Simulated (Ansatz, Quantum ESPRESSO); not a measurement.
# silicene, 1 layer: the gap along the path at a withheld member of a series

How the rows were computed: Quantum ESPRESSO 7.5, PBE, GBRV ultrasoft. Cell and atoms are relaxed without a field with a D3(BJ) correction and then held. Sawtooth field with dipole correction, 17 Å of vacuum in the starting cell, Fermi-Dirac smearing of 0.002 Ry; bands along a path at each field. The series steps the field along the normal.

| field along the normal | gap along the path (eV) |
| --- | --- |
| 0 V/Å | 0.0000 |
| 0.05 V/Å | 0.0029 |
| 0.1 V/Å | 0.0058 |
| 0.2 V/Å | 0.0117 |
| 0.3 V/Å | 0.0177 |

**Question.** What is the gap along the path at 0.4 V/Å?

By hand: The rows at 0.2 V/Å and 0.3 V/Å give a slope of (0.0177 − (0.0117))/(0.3 − (0.2)) = 0.06, so a straight line gives 0.0237 eV. A parabola through these and the row at 0.1 V/Å gives 0.0238 eV.

**Check.** 0.0237 eV. The line misses by 0.0000 and the parabola by +0.0001 eV. Both misses are under 5 % of the step from the nearer row.

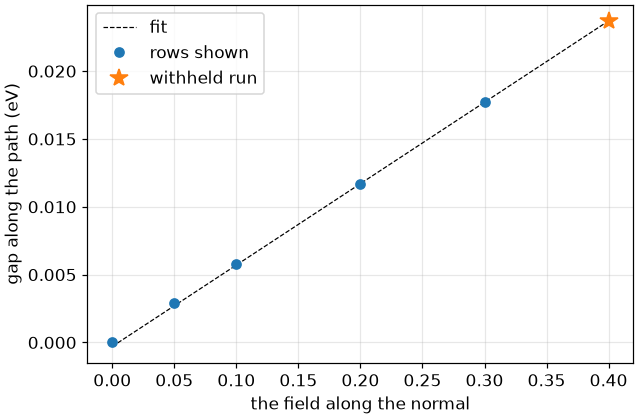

The rows shown, the fit and the withheld run.

**Limits.** Ions are held; semilocal gaps are too small; in strong fields empty levels can belong to the vacuum; one stacking. Members without a usable value, or on the other side of zero field or charge, are not listed.
